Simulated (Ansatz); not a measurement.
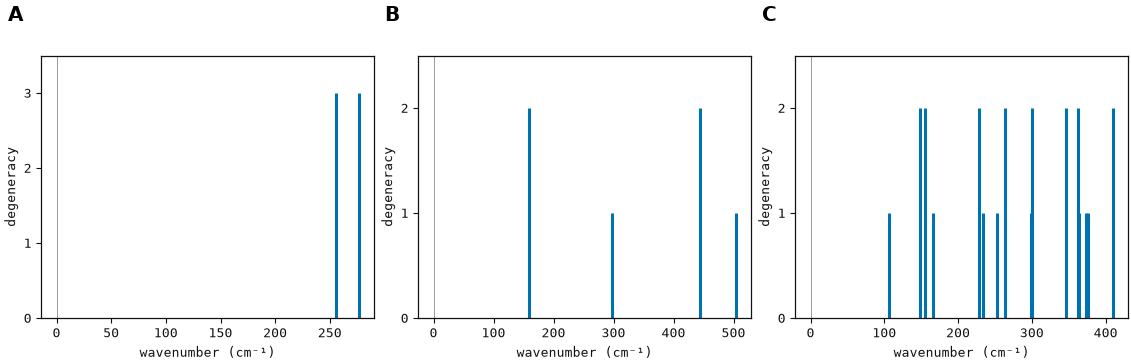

Each panel shows the zone-centre optical phonon frequencies (the three acoustic modes are left out) for one of these solids: Al₂Cu, Fm-3m (No. 225), 16.0 Å³/atom; TaSi₂, P6_422 (No. 181), 14.3 Å³/atom; Ti₂O, P-3m1 (No. 164), 11.9 Å³/atom.

Method: harmonic phonon frequencies at the zone centre with atoms at rest in the given cell, without the long-range term of polar modes, the three translations left out, imaginary frequencies are negative; plane waves with PAW datasets, Γ-centred k mesh (Ansatz 0.2.0). Level: PBEsol, no spin polarisation.

Q: Match the panels to the solids.

A: A is Al₂Cu (modes from 255.8 to 276.4 cm⁻¹); B is Ti₂O (modes from 159.4 to 503.6 cm⁻¹); C is TaSi₂ (modes from 106.4 to 409.5 cm⁻¹).

For Al₂Cu, limits of the calculation: metal sensitive to the k mesh.

For TaSi₂, limits of the calculation: metal sensitive to the k mesh.

For Ti₂O, limits of the calculation: metal sensitive to the k mesh; no spin polarisation, a magnetic state may lie lower.
